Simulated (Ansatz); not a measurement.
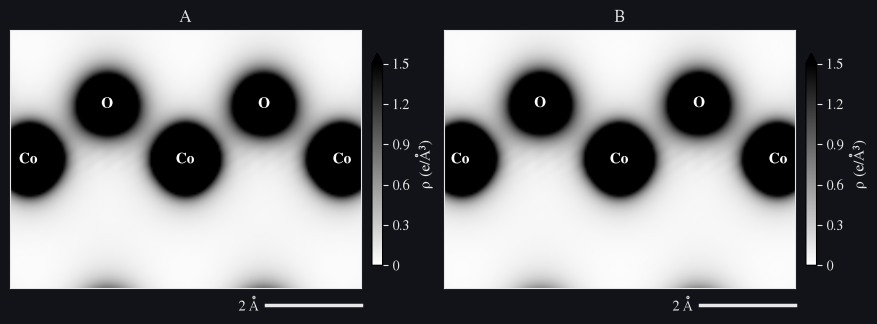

CoO. The valence charge density (pseudo) of two cells that differ in size, on the (101̄) plane of each (indices in the axes of the calculation cell), at one length scale and on one colour scale: B has 13.0 Å³ an atom and A 12.5.

These are results of DFT PBE+U, scalar-relativistic, plane waves, PAW (Ansatz 0.2.0), not measurements.

The density is the valence pseudo-density of a PAW calculation; it isn't the true density close to the nuclei.

The larger cell:

```cif
data_structure
_symmetry_space_group_name_H-M 'P 1'
_symmetry_Int_Tables_number 1
_cell_length_a 3.3231
_cell_length_b 3.3231
_cell_length_c 3.3231
_cell_angle_alpha 60.000
_cell_angle_beta 60.000
_cell_angle_gamma 60.000
_cell_volume 25.95
loop_
_atom_site_label
_atom_site_type_symbol
_atom_site_fract_x
_atom_site_fract_y
_atom_site_fract_z
_atom_site_occupancy
Co1 Co 0.00000 0.00000 0.00000 1
O1 O 0.25000 0.25000 0.25000 1
```

The smaller cell: a = 3.280 Å, b = 3.280 Å, c = 3.280 Å, α = 60.00°, β = 60.00°, γ = 60.00°.

**What changes from the larger cell to the smaller?**

From the larger cell to the smaller, Co–O goes from 2.03 to 2.01 Å, and the density at its midpoint from 0.55 to 0.59 e/Å³; the pressure goes from −24 to −22 GPa.
